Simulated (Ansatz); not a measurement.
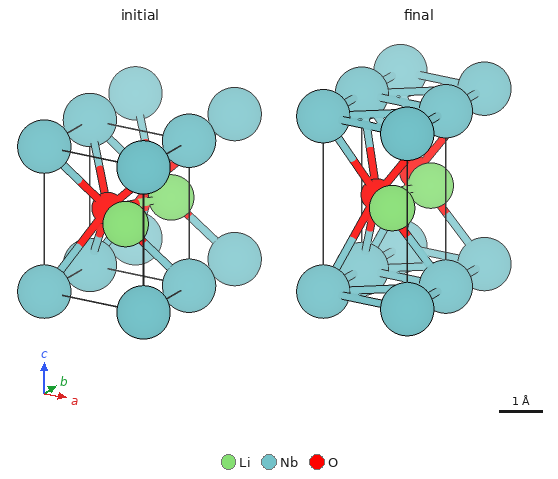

The structure of a crystal of LiNbO (a generated structure, set up in P-6m2) (coarse preliminary run) before (left) and after (right) a relaxation, at one scale.

The picture is a ball-and-stick view of the cell of the calculation, repeated 1 × 2 × 1 with one cell outlined, seen slightly off an axis.

Theory: Ansatz, DFT PBE, scalar-relativistic, plane waves, PAW.

Input file:
```yaml
crystal:
  lattice:
    - [3.52427829, 0.0, 0.0]
    - [-1.76213914, 3.05211453, 0.0]
    - [0.0, 0.0, 3.51396206]
  atoms:
    - { symbol: Li, position: [0.66666667, 0.33333333, 0.5] }
    - { symbol: Nb, position: [0.0, 0.0, 0.0] }
    - { symbol: O, position: [0.33333333, 0.66666667, 0.5] }
basis:
  ecutwfc: 420
kpoints:
  mp_grid: { grid: [6, 6, 6] }
hamiltonian:
  xc: pbe
scf:
  occupations: { method: gaussian, width: 0.1 }
  lower_state_search: "off"
output:
  forces: true
  stress: true
  eigenvalues: true
  populations: true
magnetization:
  spin_polarized: true
relax:
  adjacent_minimum: "off"
  f_tol: 0.04
  max_steps: 70
  cell: { stress_tol: 0.4 }
```

Command:
```bash
ansatz run input.yaml --threads 1 --pin off --max-ram 2560MiB --backend cpu --events-out ev --progress --plain --runs-dir out
```

**What changed between the two?**

After 8 accepted moves (10 points after the start) the energy has fallen by 1.153 eV per cell of the calculation. All forces vanish by symmetry, so only the cell relaxes. Pressure: −11.85 GPa at the start and 0.05 GPa at the end. The SCF was repeated twice at an unchanged geometry on a basis and grid sized afresh for the cell, which shifted the energy by 34.3 meV per cell of the calculation at most. No atom moves by more than 0.005 Å relative to the cell. The volume changes by −13.4 %, with a = b 3.524 → 2.982 Å (−15.4 %), c 3.514 → 4.251 Å (+21.0 %). Among the contacts that change: Nb2–Nb2 3.524 → 2.982 Å, Li1–O3 2.035 → 1.722 Å, Li1–Nb2 2.688 → 2.735 Å, Nb2–O3 2.688 → 2.735 Å. Among the angles between lasting bonds that change: O3–Nb2–O3 81.6° → 102.0°, O3–Nb2–O3 81.9° → 66.1°, O3–Nb2–O3 135.5° → 143.3°. The space group stays P-6m2 (No. 187). The run took 120 s on 1 thread of Intel(R) Xeon(R) Platinum 8259CL CPU @ 2.50GHz (Skylake/Cascade Lake), on a shared host, peak memory 0.4 GiB.
